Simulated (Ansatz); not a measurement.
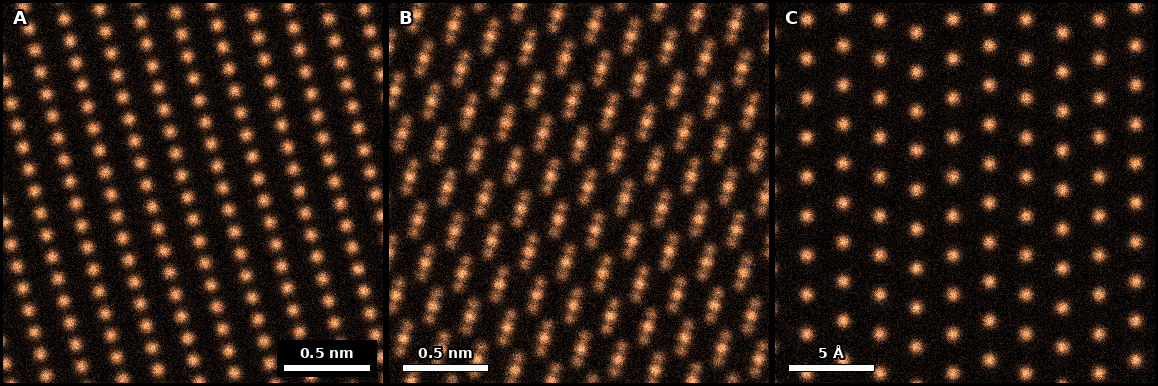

Three views of Ru (P6_3/mmc, No. 194) along different zone axes. The image is simulated as a sum over atoms of Z^1.8, blurred by a 0.54 Å probe (no channelling). The probe carries 15 % of its weight in a tail 2.5 times as wide. The display is stretched by a gamma of 0.8; percentages refer to the linear signal. Shot noise was added. Model: the end point of a relaxation with Ansatz, DFT PBEsol, scalar-relativistic, plane waves, PAW; the starting structure was generated, so it need not be a known form of this composition.

```cif
data_structure
_symmetry_space_group_name_H-M 'P 1'
_symmetry_Int_Tables_number 1
_cell_length_a 2.6766
_cell_length_b 2.6766
_cell_length_c 8.6179
_cell_angle_alpha 90.000
_cell_angle_beta 90.000
_cell_angle_gamma 120.000
_cell_volume 53.47
loop_
_atom_site_label
_atom_site_type_symbol
_atom_site_fract_x
_atom_site_fract_y
_atom_site_fract_z
_atom_site_occupancy
Ru1 Ru 0.00000 0.00000 0.00000 1
Ru2 Ru 0.00000 0.00000 0.50000 1
Ru3 Ru 0.33333 0.66667 0.75000 1
Ru4 Ru 0.66667 0.33333 0.25000 1
```

### Match the panels to the zone axes [100], [201] and [210].

A is [210]: projected cell 1.34 × 2.15 Å, 90°, plane group p2mm. B is [201]: projected cell 2.27 × 2.58 Å, 116°, plane group c2mm. C is [100]: projected cell 2.32 × 8.62 Å, 90°, plane group p2mg.
